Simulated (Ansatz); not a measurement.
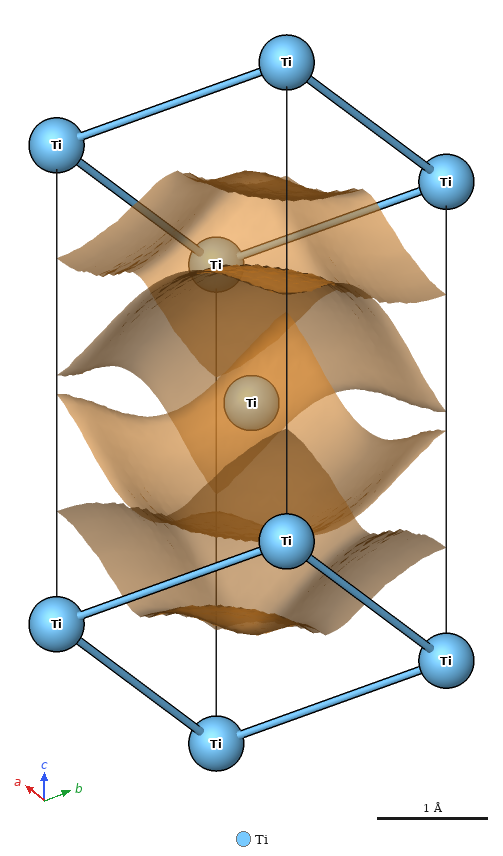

Figure. Ti. Isosurface of the valence pseudo-density at 0.2 e/Å³ (orange), seen at an oblique angle. Sticks mark near contacts.

Space group I4/mmm; computed without spin polarisation.

All numbers below come from Ansatz, DFT r2SCAN, scalar-relativistic, plane waves, PAW.

The density is the valence pseudo-density of a PAW calculation; it isn't the true density close to the nuclei.

Question: What does this surface tell about the bonding?

Answer: At this value the density is joined into sheets; it holds about 90 % of the electrons treated as valence (semicore included). It bridges the sampled Ti–Ti (2.56 Å) contact, where the density stays above the isovalue. On the grid the lowest density along these lines, outside the cores, is 0.25 e/Å³ (Ti–Ti, 2.56 Å).

Question: Does the calculation make it a metal, or give it a gap?

Answer: It is gapless in this calculation (a metal or semimetal).
